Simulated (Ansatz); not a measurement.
```xyz
16
Lattice="7.6488 0.0000 0.0000 0.0000 7.6488 0.0000 0.0000 0.0000 7.6488" Properties=species:S:1:pos:R:3 pbc="T T T"
Sn    1.9122    1.9122    1.9122
Sn    5.7366    5.7366    1.9122
Sn    5.7366    1.9122    5.7366
Sn    1.9122    5.7366    5.7366
Sn    5.7366    1.9122    1.9122
Sn    1.9122    5.7366    1.9122
Sn    1.9122    1.9122    5.7366
Sn    5.7366    5.7366    5.7366
Sn    3.8244    0.0000    0.0000
Sn    0.0000    3.8244    0.0000
Sn    0.0000    0.0000    3.8244
Sn    3.8244    3.8244    3.8244
Se    0.0000    0.0000    0.0000
Se    3.8244    3.8244    0.0000
Se    3.8244    0.0000    3.8244
Se    0.0000    3.8244    3.8244
```

Space group Fm-3m; a structure from a database of computed crystals, not necessarily the ambient phase; changed on purpose from its base cell (strained and moved within the space group); computed pressure about −3 GPa in this cell.

Theory: DFT PBE, scalar-relativistic, plane waves, PAW in Ansatz 0.2.0.

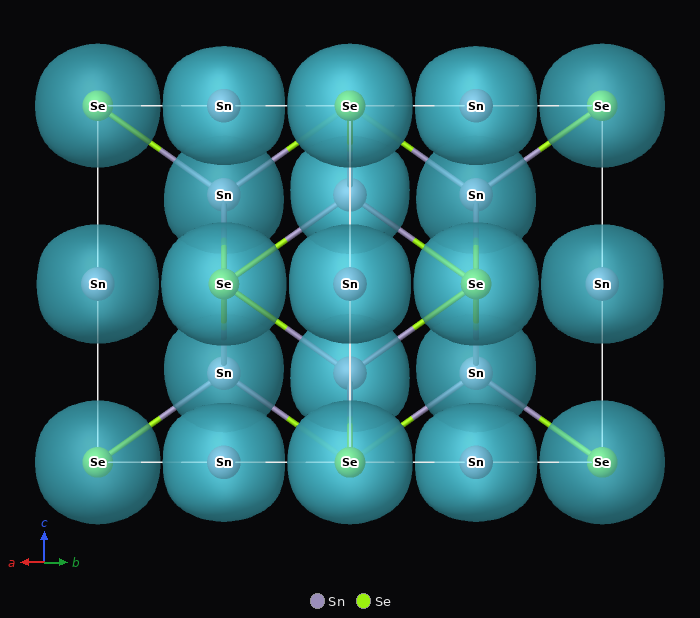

Sn3Se. Isosurface of the valence pseudo-density at 0.2 e/Å³ (cyan), seen along [110]. Sticks mark near contacts.

Q: Which contacts does the surface bridge?

A: At this value the density breaks into separate islands; it holds about 85 % of the electrons treated as valence (semicore included). It bridges none of the near contacts. It is pinched off along the shortest Sn–Se (3.31 Å) contacts. On the grid the lowest density along these lines, outside the cores, is 0.14 e/Å³ (Sn–Se, 3.31 Å).
